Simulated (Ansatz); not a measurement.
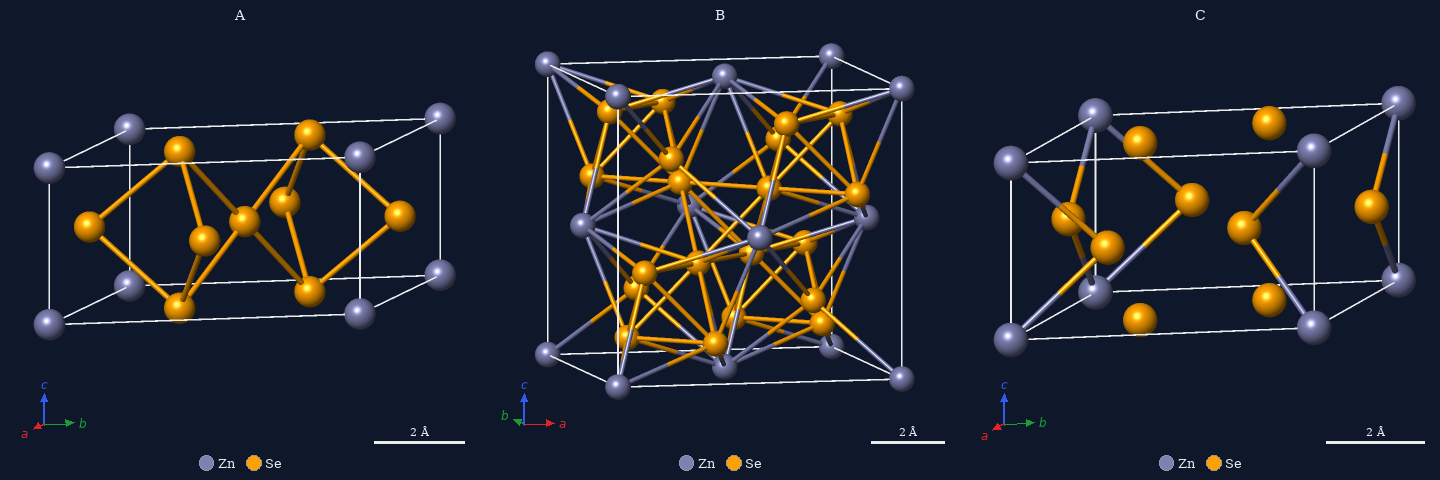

Three structures of ZnSe$_{5}$, each relaxed to rest (conventional cells in solid outline, small ones repeated, each panel with its own scale). Method: DFT PBE, scalar-relativistic, plane waves, PAW (Ansatz 0.2.0), without spin polarisation.

What are the structures shown?

A: CaCu₅ type, P6/mmm; B: 24 atoms a cell on a face-centred cubic lattice, F-43m; C: 6 atoms a cell on a primitive hexagonal lattice, P-62m.

Which of these is lowest in energy, and how far above it do the others lie?

C, then A (+178 meV/atom) and B (+442 meV/atom), energies at zero smearing.

Collect the results in a table.

| panel | structure | E − E(lowest) (meV/atom) | volume (Å³/atom) | gap (eV) |
| --- | --- | --- | --- | --- |
| C | P-62m | 0 | 21.7 | metal |
| A | P6/mmm | 178 | 26.8 | metal |
| B | F-43m | 442 | 21.8 | metal |

Some of these may be structure types tried for this composition rather than known phases, and the most stable form need not be among them. Gaps are taken on the k-mesh or band path of each run.
